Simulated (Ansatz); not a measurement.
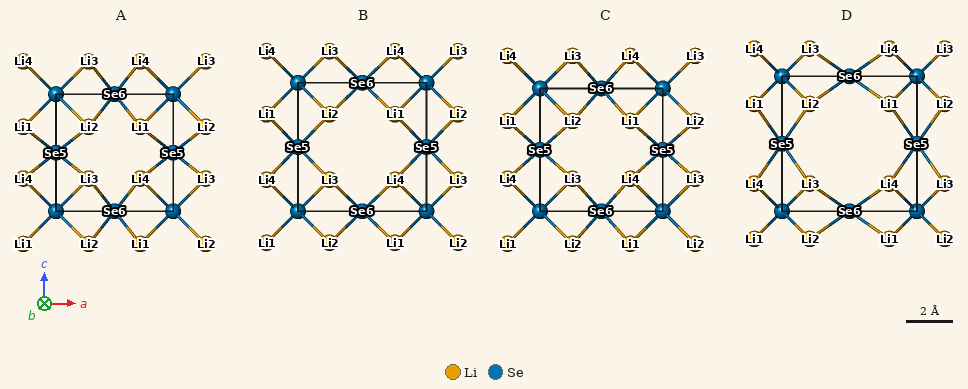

4 geometries from one relaxation of crystalline Li4Se3 (a generated structure, set up in P-43m) (coarse preliminary run), in shuffled order. Style: ball-and-stick. Shown: the cell of the calculation, along the b axis.

The calculation used DFT PBE, scalar-relativistic, plane waves, PAW (Ansatz 0.2.0). (plane-wave cutoff 420 eV; k-point mesh 4 × 4 × 4; occupations gaussian; smearing width 0.1 eV; no spin polarisation; cell and atoms relaxed; force threshold 0.04 eV/Å; at most 70 steps)

Order the frames from highest to lowest energy.

Answer. A, C, B, D. They are steps 0, 1, 2, 5, at +159 meV per atom, +70.5 meV per atom, +25.5 meV per atom relative to the last. The largest moves relative to the cell, 0.77 Å, are those of Li atoms. Se stays in place. The volume changes by +53.1 %, with a = b = c 5.168 → 5.957 Å (+15.3 %). Some distances before and after: Li–Se 2.339 → 2.464 Å. Bond angles that change, for instance: Li–Se–Li 121.6° → 89.1°, Li–Se–Li 103.8° → 120.5°, Se–Li–Se 102.8° → 117.5°. The space group stays P-43m (No. 215). The energy falls by 159 meV per atom in 4 accepted moves (5 points after the start). The largest force component goes from 0.0033 to 0.004 eV/Å. Pressure: 6.59 GPa at the start and 0.31 GPa at the end. The SCF was repeated once at an unchanged geometry on a basis and grid sized afresh for the cell, which shifted the energy by 4.8 meV per atom at most. The run took 23 s on 1 thread of Intel(R) Xeon(R) Platinum 8488C (Sapphire Rapids), with other jobs on the host, peak memory 0.46 GiB.
